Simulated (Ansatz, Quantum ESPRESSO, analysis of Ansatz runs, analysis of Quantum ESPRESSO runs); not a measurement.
# Interstitial H+ in rutile SnO2: local vibrational mode against experiment (Quantum ESPRESSO)

Subject: interstitial H+ in rutile SnO2. Wanted: its local vibrational mode, in one set-up (PBE, GBRV 1.5 PBE, 24-site cell, PBE lattice, k: the zone centre alone, displacement 0.15 A, start relaxed with Ansatz). The model is a cell of 24 host atoms with 1 H put in. The frequencies come from force constants among the defect atom and its neighbours, with the masses of the isotopes named.

What was measured. O-H stretch, 1H: 3156.1 cm⁻¹ at 4.2 K, by polarized FTIR absorption (“Hydrogen impurities and shallow donors in SnO2 studied by infrared spectroscopy”, 2011, F. Bekisli et al.). O-D stretch, 2H: 2360.4 cm⁻¹ at 4.2 K, by polarized FTIR absorption (“Hydrogen impurities and shallow donors in SnO2 studied by infrared spectroscopy”, 2011, F. Bekisli et al.).

Main program and level: Quantum ESPRESSO 7.5; Quantum ESPRESSO plane-wave DFT, PBE, GBRV 1.5 PBE potentials; relaxation of all atoms of a defect supercell.

## Step 1: Set-up

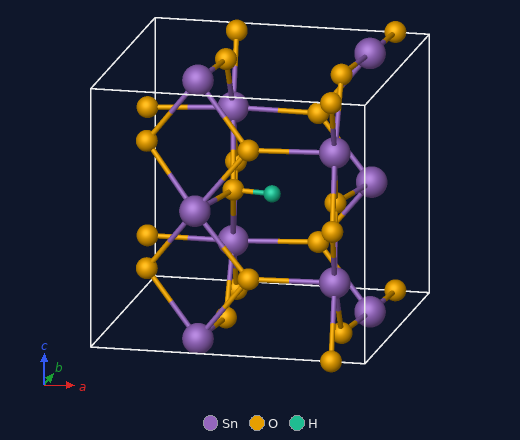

Start, viewed slightly off an axis; tin purple, oxygen orange, hydrogen teal. Some periodic images of atoms are drawn too.

The cell holds 25 atoms: 8 Sn, 16 O and 1 H. Its edges and angles: a = 6.816 Å, b = 6.816 Å, c = 6.474 Å, α = 90.0°, β = 90.0°, γ = 90.0°. It derives from SnO2 (space group P4_2/mnm). Nearest the centre at fractional (0.648, 0.307, 0.250): H25 at 0.42 Å, O8 at 0.65 Å, O11 at 2.16 Å, Sn2 at 2.37 Å, Sn14 at 2.37 Å, O6 at 2.46 Å, O18 at 2.47 Å, Sn4 at 2.49 Å. The cell carries charge +1.

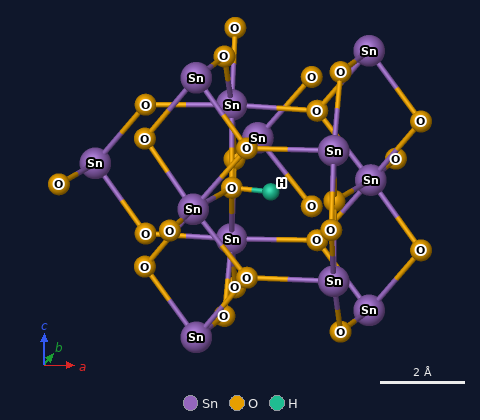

The atoms within 5 Å of the centre.

The host's primitive cell comes from a first run (Quantum ESPRESSO plane-wave DFT, PBE, GBRV 1.5 PBE potentials; relaxation of cell and atoms of a defect-free cell): vectors of 4.820, 4.820 and 3.237 Å. That is 12.53 Å³ an atom, 5.1 % over the diffraction cell's volume. The supercell is built on it.

This program's steps are dear, so the start below was first relaxed with Ansatz (plane-wave PAW DFT, PBE; 9 s).

## Step 2: Relaxation, charge +1

Every later number rests on the structure around the defect, so the atoms are relaxed at the host's lattice first.

pw.in reads:

```
&CONTROL
  calculation = 'relax'
  prefix = 'pwscf'
  outdir = './tmp'
  pseudo_dir = './pseudo'
  tprnfor = .true.
  disk_io = 'low'
  nstep = 70
  forc_conv_thr = 0.00039
  etot_conv_thr = 0.0001
/
&SYSTEM
  ibrav = 0
  nat = 25
  ntyp = 3
  ecutwfc = 45
  ecutrho = 360
  nbnd = 108
  occupations = 'smearing'
  smearing = 'fd'
  degauss = 0.00073499
  tot_charge = 1
  nosym = .true.
/
&ELECTRONS
  conv_thr = 3d-08
  electron_maxstep = 100
  mixing_beta = 0.5
/
&IONS
  ion_dynamics = 'bfgs'
/
ATOMIC_SPECIES
Sn   118.7100 sn_pbe_v1.4.uspp.F.UPF
O     15.9990 o_pbe_v1.2.uspp.F.UPF
H      1.0080 h_pbe_v1.4.uspp.F.UPF
CELL_PARAMETERS angstrom
   4.8198635166    4.8198635166    0.0000000000
  -4.8198635166    4.8198635166    0.0000000000
   0.0000000000    0.0000000000    6.4738263509
ATOMIC_POSITIONS crystal
Sn    -0.0083290140    0.0034795430   -0.0009311967
Sn     0.5032428941    0.5060927968   -0.0077628535
Sn     0.0072880518    0.5104453911    0.2504186969
Sn     0.4873613159   -0.0205814833    0.2504182501
O      0.3000555928    0.0295623553    0.0038376065
O      0.8088707540    0.5278220945    0.0009287862
O      0.0270608537    0.8151102987    0.2504221798
O      0.5532114885    0.2962085968    0.2504060791
O      0.1984468964    0.4737857105    0.0022124055
O      0.6843253043   -0.0267647292    0.0011330976
O     -0.0526433404    0.2024741745    0.2504190438
O      0.4730220966    0.6780927302    0.2504085529
Sn    -0.0083269389    0.0034864578    0.5017739098
Sn     0.5032386487    0.5060886166    0.5085714355
Sn     0.0032128245    0.5025257684    0.7504198957
Sn     0.4925915458    0.0047014332    0.7504191230
O      0.3000578625    0.0295850714    0.4969956522
O      0.8088662348    0.5278183146    0.4999103181
O      0.0238678718    0.8091394605    0.7504206316
O      0.5228848840    0.3104941188    0.7504049103
O      0.1984443354    0.4738034119    0.4986240277
O      0.6843277296   -0.0267877887    0.4997037176
O     -0.0287961033    0.1964897639    0.7504235390
O      0.4709503899    0.6994473388    0.7504027861
H      0.6999159888    0.2732099630    0.2503864272
K_POINTS gamma
```

Started as:

```sh
> OMP_NUM_THREADS=1 mpirun -n 4 pw.x -in pw.in > pw.out
```

Log:

```text
This program is part of the open-source Quantum ESPRESSO suite
     for quantum simulation of materials; please cite
         "P. Giannozzi et al., J. Phys.:Condens. Matter 21 395502 (2009);
         "P. Giannozzi et al., J. Phys.:Condens. Matter 29 465901 (2017);
         "P. Giannozzi et al., J. Chem. Phys. 152 154105 (2020);
          URL
     in publications or presentations arising from this work. More details at

     gamma-point specific algorithms are used

     Subspace diagonalization in iterative solution of the eigenvalue problem:
     a serial algorithm will be used

     --------------------
     sticks:   dense  smooth     PW     G-vecs:    dense   smooth      PW
     Min        1184     592    148                58530    20690    2588
     Max        1187     596    149                58532    20696    2591
     Sum        4741    2377    593               234125    82773   10355

     Using Slab Decomposition

     bravais-lattice index     =            0
     lattice parameter (alat)  =      12.8810  a.u.
     unit-cell volume          =    2029.8181 (a.u.)^3
     number of atoms/cell      =           25
     number of atomic types    =            3
     number of electrons       =       208.00
     number of Kohn-Sham states=          108
     kinetic-energy cutoff     =      45.0000  Ry
     charge density cutoff     =     360.0000  Ry
     scf convergence threshold =      3.0E-08
     mixing beta               =       0.5000
     number of iterations used =            8  plain     mixing
     energy convergence thresh.=      1.0E-04
     force convergence thresh. =      3.9E-04
     Exchange-correlation=  SLA  PW   PBX  PBC
                           (   1   4   3   4   0   0   0)
     nstep                     =           70

     celldm(1)=  12.880971  celldm(2)=   0.000000  celldm(3)=   0.000000
     celldm(4)=   0.000000  celldm(5)=   0.000000  celldm(6)=   0.000000

     crystal axes: (cart. coord. in units of alat)
               a(1) = (   0.707107   0.707107   0.000000 )
               a(2) = (  -0.707107   0.707107   0.000000 )
               a(3) = (   0.000000   0.000000   0.949754 )

     reciprocal axes: (cart. coord. in units 2 pi/alat)
               b(1) = (  0.707107  0.707107 -0.000000 )
               b(2) = ( -0.707107  0.707107  0.000000 )
               b(3) = (  0.000000 -0.000000  1.052904 )

     PseudoPot. # 1 for Sn read from file:
     sn_pbe_v1.4.uspp.F.UPF
     Pseudo is Ultrasoft + core correction, Zval = 14.0
     Generated by new atomic code, or converted to UPF format
     Using radial grid of  891 points,  6 beta functions with:
                l(1) =   0
                l(2) =   0
                l(3) =   1
                l(4) =   1
                l(5) =   2
                l(6) =   2
     Q(r) pseudized with  8 coefficients,  rinner =    1.350   1.350   1.350
                                                       1.350   1.350

     PseudoPot. # 2 for O  read from file:
     o_pbe_v1.2.uspp.F.UPF
     Pseudo is Ultrasoft + core correction, Zval =  6.0
     Generated by new atomic code, or converted to UPF format
     Using radial grid of  737 points,  5 beta functions with:
                l(1) =   0
                l(2) =   0
                l(3) =   1
                l(4) =   1
                l(5) =   2
     Q(r) pseudized with  8 coefficients,  rinner =    0.900   0.900   0.900
                                                       0.900   0.900

     PseudoPot. # 3 for H  read from file:
     h_pbe_v1.4.uspp.F.UPF
     Pseudo is Ultrasoft, Zval =  1.0
     Generated by new atomic code, or converted to UPF format
     Using radial grid of  615 points,  2 beta functions with:
                l(1) =   0
                l(2) =   0
     Q(r) pseudized with  8 coefficients,  rinner =    0.700

     atomic species   valence    mass     pseudopotential
     Sn               14.00   118.71000     Sn( 1.00)
     O                 6.00    15.99900     O ( 1.00)
     H                 1.00     1.00800     H ( 1.00)

     No symmetry found

   Cartesian axes

     site n.     atom                  positions (alat units)
         1        Sn     tau(   1) = (  -0.0083499  -0.0034291  -0.0008844  )
         2        Sn     tau(   2) = (  -0.0020152   0.7137081  -0.0073728  )
         3        Sn     tau(   3) = (  -0.3557860   0.3660928   0.2378363  )
         4        Sn     tau(   4) = (   0.3591698   0.3300632   0.2378358  )
         5        O      tau(   5) = (   0.1912676   0.2330751   0.0036448  )
         6        O      tau(   6) = (   0.1987314   0.9451846   0.0008821  )
         7        O      tau(   7) = (  -0.5572351   0.5955049   0.2378396  )
         8        O      tau(   8) = (   0.1817285   0.6006307   0.2378243  )
         9        O      tau(   9) = (  -0.1946939   0.4753402   0.0021012  )
        10        O      tau(  10) = (   0.5028166   0.4649655   0.0010762  )
        11        O      tau(  11) = (  -0.1803953   0.1059464   0.2378366  )
        12        O      tau(  12) = (  -0.1450068   0.8139611   0.2378266  )
        13        Sn     tau(  13) = (  -0.0083533  -0.0034227   0.4765620  )
        14        Sn     tau(  14) = (  -0.0020152   0.7137022   0.4830180  )
        15        Sn     tau(  15) = (  -0.3530676   0.3576112   0.7127146  )
        16        Sn     tau(  16) = (   0.3449904   0.3516392   0.7127139  )
        17        O      tau(  17) = (   0.1912531   0.2330928   0.4720238  )
        18        O      tau(  18) = (   0.1987309   0.9451787   0.4747920  )
        19        O      tau(  19) = (  -0.5552709   0.5890251   0.7127153  )
        20        O      tau(  20) = (   0.1501830   0.5892879   0.7127004  )
        21        O      tau(  21) = (  -0.1947083   0.4753509   0.4735704  )
        22        O      tau(  22) = (   0.5028346   0.4649510   0.4745958  )
        23        O      tau(  23) = (  -0.1593012   0.1185773   0.7127180  )
        24        O      tau(  24) = (  -0.1615717   0.8275962   0.7126983  )
        25        H      tau(  25) = (   0.3017267   0.6881040   0.2378056  )

     number of k points=     1  Fermi-Dirac smearing, width (Ry)=  0.0007
                       cart. coord. in units 2pi/alat
        k(    1) = (   0.0000000   0.0000000   0.0000000), wk =   2.0000000

     Dense  grid:   117063 G-vectors     FFT dimensions: (  80,  80,  75)

     Smooth grid:    41387 G-vectors     FFT dimensions: (  60,  60,  54)

     Check: negative core charge=   -0.000001

     Initial potential from superposition of free atoms

     starting charge     200.9996, renormalised to     208.0000
[...]
atom    9 type  2   force =     0.00015699   -0.00001079    0.00016924
     atom   10 type  2   force =    -0.00004377   -0.00032936   -0.00028672
     atom   11 type  2   force =     0.00023994    0.00004723    0.00000128
     atom   12 type  2   force =     0.00007641   -0.00021508    0.00000583
     atom   13 type  1   force =    -0.00020323   -0.00000057   -0.00006351
     atom   14 type  1   force =     0.00007563    0.00011410    0.00001383
     atom   15 type  1   force =     0.00000326    0.00005723   -0.00000463
     atom   16 type  1   force =    -0.00003209   -0.00021502    0.00000313
[...]
Total force =     0.001508     Total SCF correction =     0.000042
     Energy error            =      7.6E-06 Ry
     Gradient error          =      7.1E-04 Ry/Bohr

     number of scf cycles    =   8
     number of bfgs steps    =   7

     energy             old  =   -1792.9718946726 Ry
     energy             new  =   -1792.9719023087 Ry

     CASE: energy            _new < energy            _old

     new trust radius        =       0.0045508867 bohr
     new conv_thr            =       0.0000000003 Ry

ATOMIC_POSITIONS (crystal)
Sn              -0.0085132192        0.0035353550       -0.0010104703
Sn               0.5032874162        0.5059167218       -0.0075732839
Sn               0.0072509059        0.5106782275        0.2504148346
Sn               0.4872887945       -0.0201674713        0.2504147807
O                0.2998186995        0.0298198193        0.0038624266
O                0.8088884490        0.5278642341        0.0009254589
O                0.0271654005        0.8154314166        0.2504149408
O                0.5539063069        0.2963226696        0.2504066506
O                0.1983847946        0.4735365675        0.0022544314
O                0.6842612677       -0.0267967670        0.0011708450
O               -0.0543011945        0.2027648451        0.2504134423
O                0.4728774644        0.6782917740        0.2504160054
Sn              -0.0085149131        0.0035324677        0.5018416857
Sn               0.5032926434        0.5059175823        0.5084062717
Sn               0.0031883066        0.5025330716        0.7504154897
Sn               0.4924814624        0.0045969385        0.7504151715
[...]
NEW-OLD atomic charge density approx. for the potential

     Check: negative core charge=   -0.000001

     Self-consistent Calculation

     iteration #  1     ecut=    45.00 Ry     beta= 0.50
     Davidson diagonalization with overlap
     ethr =  1.00E-06,  avg # of iterations =  2.0

     Threshold (ethr) on eigenvalues was too large:
     Diagonalizing with lowered threshold

     Davidson diagonalization with overlap
     ethr =  9.30E-10,  avg # of iterations =  6.0

     total energy              =   -1792.97190442 Ry
     estimated scf accuracy    <       0.00000308 Ry

     iteration #  2     ecut=    45.00 Ry     beta= 0.50
     Davidson diagonalization with overlap
     ethr =  1.48E-09,  avg # of iterations =  3.0

     total energy              =   -1792.97190485 Ry
     estimated scf accuracy    <       0.00000072 Ry

     iteration #  3     ecut=    45.00 Ry     beta= 0.50
     Davidson diagonalization with overlap
     ethr =  3.49E-10,  avg # of iterations =  3.0

     total energy              =   -1792.97190501 Ry
     estimated scf accuracy    <       0.00000012 Ry

     iteration #  4     ecut=    45.00 Ry     beta= 0.50
     Davidson diagonalization with overlap
     ethr =  5.86E-11,  avg # of iterations =  4.0

     total energy              =   -1792.97190502 Ry
     estimated scf accuracy    <       0.00000002 Ry

     iteration #  5     ecut=    45.00 Ry     beta= 0.50
     Davidson diagonalization with overlap
     ethr =  7.29E-12,  avg # of iterations =  4.0

     total energy              =   -1792.97190503 Ry
     estimated scf accuracy    <          3.4E-09 Ry

     iteration #  6     ecut=    45.00 Ry     beta= 0.50
     Davidson diagonalization with overlap
     ethr =  1.63E-12,  avg # of iterations =  3.0

     total energy              =   -1792.97190503 Ry
     estimated scf accuracy    <          4.8E-10 Ry

     iteration #  7     ecut=    45.00 Ry     beta= 0.50
     Davidson diagonalization with overlap
     ethr =  2.33E-13,  avg # of iterations =  4.0

     End of self-consistent calculation

          k = 0.0000 0.0000 0.0000 (  5178 PWs)   bands (ev):

   -12.2451 -12.1745 -11.8575 -11.8429 -11.8350 -11.7777 -11.7283 -11.6351
   -11.5581 -11.5098 -11.4709 -11.3784 -11.3608 -11.3380 -11.3356 -11.3059
   -11.2939 -11.2754 -11.2637 -11.2453 -11.2323 -11.2102 -11.2029 -11.1685
   -11.1267 -11.1153 -11.1119 -11.0665 -11.0534 -11.0438 -11.0237 -11.0126
   -11.0079 -10.9962 -10.9887 -10.9879 -10.9687 -10.9437 -10.9334 -10.9158
   -10.2535  -9.2764  -8.3811  -8.1043  -7.9687  -7.9610  -7.9324  -7.9125
    -7.8504  -7.7885  -7.7185  -7.1298  -6.6699  -6.6221  -6.5392  -6.4642
     0.9498   1.2369   1.2687   1.9967   2.0153   2.3385   3.3830   3.5231
     3.9935   4.4058   4.5372   4.9045   4.9965   5.0924   5.1254   5.2458
     5.3065   5.4680   5.5999   6.0145   6.0406   6.2633   6.2746   6.4026
     6.5296   6.5334   6.5886   6.6194   6.9631   7.0539   7.0641   7.1275
     7.1945   7.4874   7.5339   7.7549   7.7876   7.8161   7.9191   7.9981
     8.0210   8.1080   8.1935   8.2595   8.3230   8.3715   8.4325   8.6744
     9.6722  13.0647  13.1968  13.2394

     the Fermi energy is     9.3262 ev

!    total energy              =   -1792.97190503 Ry
     estimated scf accuracy    <          8.2E-11 Ry
     smearing contrib. (-TS)   =      -0.00000000 Ry
     internal energy E=F+TS    =   -1792.97190503 Ry

     The total energy is F=E-TS. E is the sum of the following terms:
     one-electron contribution =    -543.37591403 Ry
     hartree contribution      =     430.90421837 Ry
     xc contribution           =    -462.78621065 Ry
     ewald contribution        =   -1217.71399872 Ry

     convergence has been achieved in   7 iterations

     Forces acting on atoms (cartesian axes, Ry/au):

[...]
atom   18 type  2   force =    -0.00016332    0.00031478    0.00019587
     atom   19 type  2   force =    -0.00016632    0.00013312   -0.00000217
     atom   20 type  2   force =    -0.00007580    0.00008798   -0.00000309
     atom   21 type  2   force =     0.00012239   -0.00001495   -0.00014906
     atom   22 type  2   force =     0.00001848   -0.00031063    0.00023841
     atom   23 type  2   force =    -0.00003940    0.00001880    0.00000344
     atom   24 type  2   force =     0.00008019   -0.00020604   -0.00000587
     atom   25 type  3   force =     0.00023617    0.00008559   -0.00000080

     Total force =     0.001192     Total SCF correction =     0.000025
     Energy error            =      2.7E-06 Ry
     Gradient error          =      3.6E-04 Ry/Bohr

     bfgs converged in   9 scf cycles and   8 bfgs steps
     (criteria: energy <  1.0E-04 Ry, force <  3.9E-04 Ry/Bohr)

     End of BFGS Geometry Optimization

     Final energy             =   -1792.9719050303 Ry

     File ./tmp/pwscf.bfgs deleted, as requested
Begin final coordinates

ATOMIC_POSITIONS (crystal)
[...]
O                0.8088919502        0.5278584482        0.4999025409
O                0.0238117154        0.8090841220        0.7504165817
O                0.5231378100        0.3102790538        0.7504162191
O                0.1983888645        0.4735397530        0.4985766916
O                0.6842587878       -0.0267977283        0.4996586370
O               -0.0288496945        0.1965230794        0.7504140175
O                0.4706247829        0.6994060847        0.7504179685
H                0.7023039200        0.2722305952        0.2504068138
End final coordinates

=------------------------------------------------------------------------------=
   JOB DONE.
=------------------------------------------------------------------------------=
```

The job ended after 53 s (4 MPI ranks of Arm Neoverse V2, shared host; peak memory 0.67 GiB).

The steps of the relaxation:

```csv
step,energy less that of the first step (eV)
0,0.0000
1,-0.0013
2,-0.0017
3,-0.0018
4,-0.0019
5,-0.0020
6,-0.0021
7,-0.0022
8,-0.0022
```

The atoms that moved most (Å):

```csv
atom,dx,dy,dz,length
H25,0.016,0.007,0.000,0.018
O11,-0.009,-0.007,0.000,0.011
```

Final coordinates:

```
CELL_PARAMETERS angstrom
4.81986 4.81986 0.00000
-4.81986 4.81986 0.00000
0.00000 0.00000 6.47383
ATOMIC_POSITIONS crystal
Sn 0.99149 0.00354 0.99899
Sn 0.50329 0.50592 0.99243
Sn 0.00725 0.51068 0.25041
Sn 0.48729 0.97983 0.25041
O 0.29982 0.02982 0.00386
O 0.80889 0.52786 0.00093
O 0.02717 0.81543 0.25041
O 0.55391 0.29632 0.25041
O 0.19838 0.47354 0.00225
O 0.68426 0.97320 0.00117
O 0.94570 0.20276 0.25041
O 0.47288 0.67829 0.25042
Sn 0.99149 0.00353 0.50184
Sn 0.50329 0.50592 0.50841
Sn 0.00319 0.50253 0.75042
Sn 0.49248 0.00460 0.75042
O 0.29982 0.02983 0.49697
O 0.80889 0.52786 0.49990
O 0.02381 0.80908 0.75042
O 0.52314 0.31028 0.75042
O 0.19839 0.47354 0.49858
O 0.68426 0.97320 0.49966
O 0.97115 0.19652 0.75041
O 0.47062 0.69941 0.75042
H 0.70230 0.27223 0.25041
```

Neighbours of H25 at the end:

```csv
atom,distance (Å)
O8,1.025
O11,1.725
Sn4,2.474
O6,2.484
O18,2.485
O10,2.603
O22,2.603
Sn3,2.639
Sn2,2.677
Sn14,2.677
```

(Continued in part 2 of 2.)

[Logs are printed without paths, hosts, clocks, repeated set-up lines and the standing remarks that a program may print on its own settings, such as how far it seeks lower states.]

[Hosts, paths, dates, database ids (printed as entryN), source tags and the programs' standing remarks are cut or masked in the printed files.]

[For some hosts the program warned that the k-mesh of the response run may be too coarse for force constants and the static dielectric constant; such warnings are not shown here.]
